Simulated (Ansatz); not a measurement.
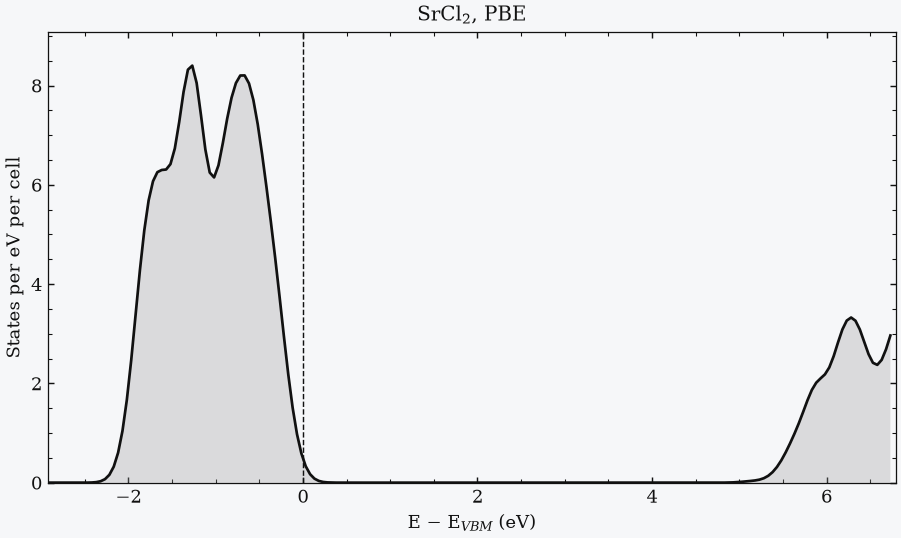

Density of states. Energies are counted from the top of the valence band. The curve is built from the levels of the k mesh with Gaussians 0.3 eV wide, which also blur the band edges.

System: SrCl2, space group P-3m1, 3 atoms in the cell, 1T (CdI2) bulk type.

Method: DFT, PBE, plane waves, PAW, no spin polarisation, 6×6×6 k mesh, 420 eV cutoff (Ansatz 0.2.0).

### Is there a gap at the Fermi level, and how wide?

There is a gap; over the k points computed it is 5.16 eV (direct among those points).

### How wide is the upper valence band?

The upper group of valence states starts about 2.1 eV under the valence-band top, with a gap beneath it; it holds about 12 electrons a cell.
